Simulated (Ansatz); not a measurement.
Structure of Al:

```xyz
4
Lattice="4.0500 0.0000 0.0000 0.0000 4.0500 0.0000 0.0000 0.0000 4.0500" Properties=species:S:1:pos:R:3 pbc="T T T"
Al    0.0000    0.0000    0.0000
Al    0.0000    2.0250    2.0250
Al    2.0250    0.0000    2.0250
Al    2.0250    2.0250    0.0000
```

It is based on the input geometry of an electronic-structure calculation (not necessarily at equilibrium).

**Which powder rings are expected with λ = 0.4959 Å and a flat detector at 210 mm? List the innermost 5, leaving out those under 3 % of the strongest.**

```json
{"ring": "1", "radius": "45.3 mm", "2θ (°)": "12.17", "d (Å)": "2.34", "hkl": "111"}
{"ring": "2", "radius": "52.6 mm", "2θ (°)": "14.07", "d (Å)": "2.02", "hkl": "200"}
{"ring": "3", "radius": "76.2 mm", "2θ (°)": "19.94", "d (Å)": "1.432", "hkl": "220"}
{"ring": "4", "radius": "91.0 mm", "2θ (°)": "23.43", "d (Å)": "1.221", "hkl": "311"}
{"ring": "5", "radius": "95.7 mm", "2θ (°)": "24.49", "d (Å)": "1.169", "hkl": "222"}
```

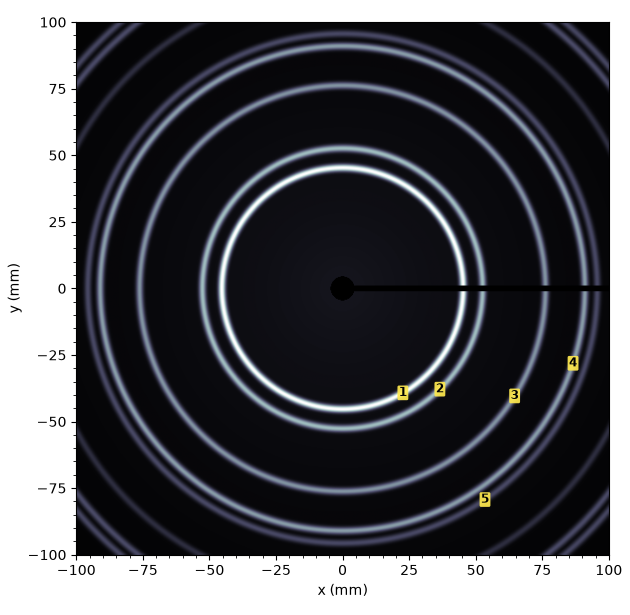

Simulated X-ray powder rings on a flat area detector normal to the beam: λ = 0.4959 Å, sample-to-detector distance 210 mm, axes in mm from the beam centre, for a fine-grained powder without texture. Kinematic intensities with B = 0.5 Å² for all atoms, without absorption; brightness goes as intensity to the power 0.5, clipped at the top. Reflections closer than the ring width show as one ring. The numbers mark the rings of the table.
